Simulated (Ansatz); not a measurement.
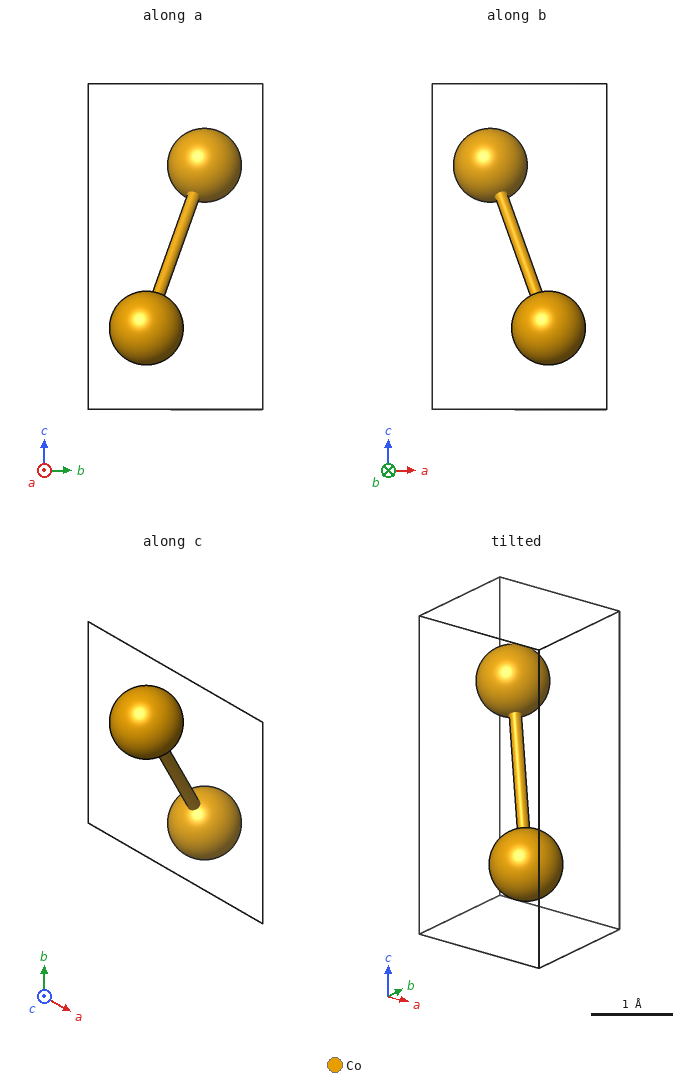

The figure gives a ball-and-stick picture of the atoms, viewed along the a axis, along the b axis, along the c axis and slightly off an axis. The wireframe shows the conventional unit cell.

Lattice parameters: a = 2.4924 Å, b = 2.4924 Å, c = 4.0297 Å, α = 90.000°, β = 90.000°, γ = 120.000°.

**Convert the drawing into a CIF with its space group and independent sites.**

```cif
data_structure
_symmetry_space_group_name_H-M 'P 63/m m c'
_symmetry_Int_Tables_number 194
_cell_length_a 2.4924
_cell_length_b 2.4924
_cell_length_c 4.0297
_cell_angle_alpha 90.000
_cell_angle_beta 90.000
_cell_angle_gamma 120.000
_cell_volume 21.68
loop_
_atom_site_label
_atom_site_type_symbol
_atom_site_symmetry_multiplicity
_atom_site_Wyckoff_symbol
_atom_site_fract_x
_atom_site_fract_y
_atom_site_fract_z
_atom_site_occupancy
Co1 Co 2 d 0.3333 0.6667 0.7500 1
```

The structure comes from the standard structure of this element. The cell was then strained or its atoms displaced on purpose. It was relaxed at fixed volume with DFT PBE, spin-orbit coupling, plane waves, PAW (Ansatz 0.2.0).
